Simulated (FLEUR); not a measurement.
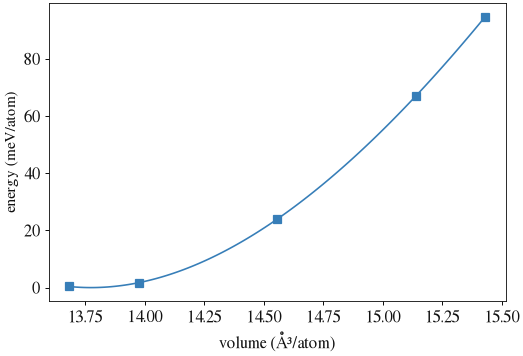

The picture above shows the energy against volume for CuAu, space group P4/mmm (No. 123).

Structure:
```cif
data_structure
_symmetry_space_group_name_H-M 'P 1'
_symmetry_Int_Tables_number 1
_cell_length_a 2.8107
_cell_length_b 2.8107
_cell_length_c 3.6850
_cell_angle_alpha 90.000
_cell_angle_beta 90.000
_cell_angle_gamma 90.000
_cell_volume 29.11
loop_
_atom_site_label
_atom_site_type_symbol
_atom_site_fract_x
_atom_site_fract_y
_atom_site_fract_z
_atom_site_occupancy
Au1 Au 0.00000 0.00000 0.00000 1
Cu1 Cu 0.50000 0.50000 0.50000 1
```

How it was computed, with FLEUR MaX-R8.1 (later development tree): all-electron LAPW DFT, no spin polarisation; energies at scaled volumes of the given cell, shape and fractions fixed, counted from the fit's minimum, third-order Birch-Murnaghan fit. Level: LDA.

- k mesh: 9×9×7
- occupations: Fermi–Dirac
- smearing width: 0.05 eV
- potentials: all electron
- program settings: basis FLAPW, kmax 4.26 1/bohr

This calculation gives: equilibrium volume 13.77 Å³/atom and bulk modulus 194 GPa.

Now the level changes from LDA to SCAN. What happens?

The equilibrium volume rises from 13.77 to 14.21 Å³/atom (+3.2 %) and the bulk modulus falls from 194 to 172 GPa (−11 %).

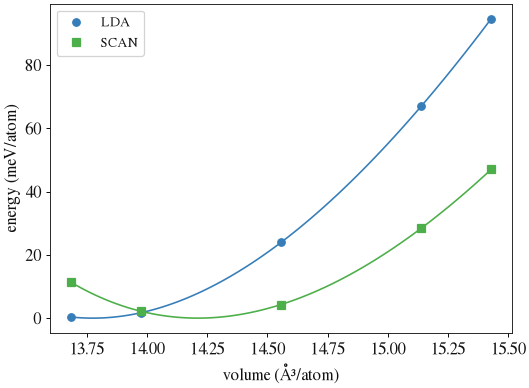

The two results together.

For both, limits of the calculation: spin-orbit coupling left out, heavy elements; shape and atomic fractions are frozen while scaling, which makes layered, chain and framework solids too stiff.

V0 and the bulk modulus come from third-order Birch–Murnaghan fits.
